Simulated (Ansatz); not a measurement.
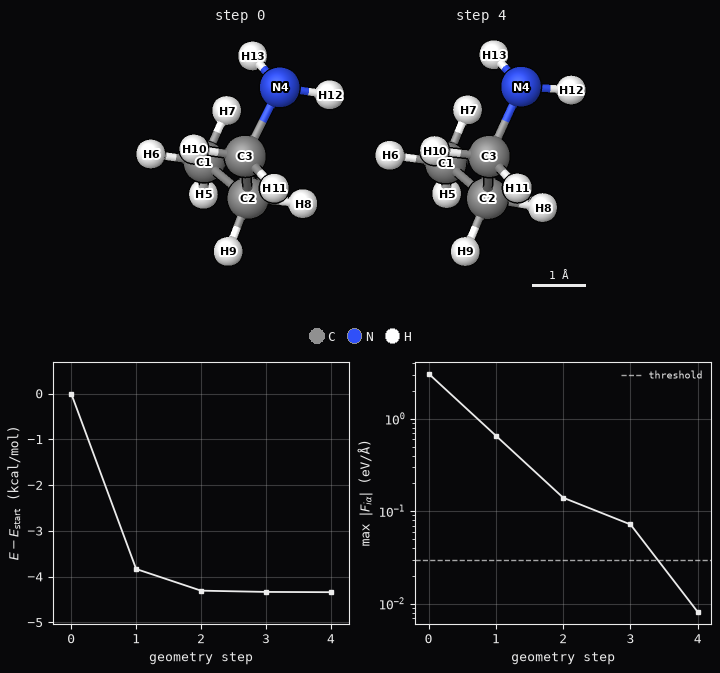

First and last geometry of a relaxation of C$_{3}$H$_{9}$N (coarse preliminary run), with the history of the run. A ball-and-stick model, seen from a free direction.

The start comes from a force field.

These are results of RKS PBE-D4/def2-SVP in Ansatz, not measurements. (force threshold 0.03 eV/Å; at most 200 steps)

> Did the run converge, and what did it change?

It converged. The energy falls by 4.34 kcal/mol in 4 geometry steps. Largest force component: 3.1 eV/Å at the start, 0.0081 eV/Å at the end. The largest move after the best rigid fit is that of H12, 0.095 Å. By element the largest moves are H 0.095 Å, C 0.062 Å, N 0.017 Å. Near-neighbour distances that change, for instance: C3–H10 1.046 → 1.114 Å, C1–C2 1.561 → 1.529 Å, C1–H5 1.079 → 1.108 Å, C2–C3 1.556 → 1.541 Å. Among the angles between lasting bonds that change: C2–C3–H10 113.0° → 109.0°, C2–C3–N4 113.5° → 117.0°, H12–N4–H13 108.6° → 105.5°. The run took 5.5 s on 4 threads of Arm Neoverse V2 (shared host).

```json
{"step": "0", "E − E(0), kcal/mol": "0.00", "largest force component, eV/Å": "3.0772"}
{"step": "1", "E − E(0), kcal/mol": "-3.83", "largest force component, eV/Å": "0.6560"}
{"step": "2", "E − E(0), kcal/mol": "-4.31", "largest force component, eV/Å": "0.1400"}
{"step": "3", "E − E(0), kcal/mol": "-4.33", "largest force component, eV/Å": "0.0719"}
{"step": "4", "E − E(0), kcal/mol": "-4.34", "largest force component, eV/Å": "0.0081"}
```
